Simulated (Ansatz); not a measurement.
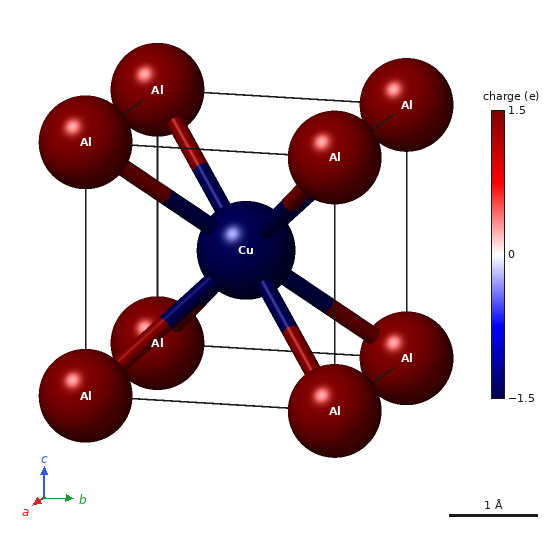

A ball-and-stick picture of a crystal structure, seen slightly off an axis. The frame is the simulation cell; atoms at its boundary are shown with their periodic copies. The atoms of this AlCu cell are coloured by their Bader charge.

Theory: DFT PBEsol, scalar-relativistic, plane waves, PAW (Ansatz). Numerical settings: a kinetic-energy cutoff of 420 eV, a 14×14×14 mesh of k-points, Gaussian smearing of 0.1 eV, no spin polarisation.

Q: What charges do the elements carry?

A: Most positive: Al; most negative: Cu. Charges: about Al +1.4 e; Cu -1.4 e.

The cell started as a structure listed in the Materials Project. Earlier steps of the study may have refined or changed the cell and positions. It was run through Ansatz as a DFT input.
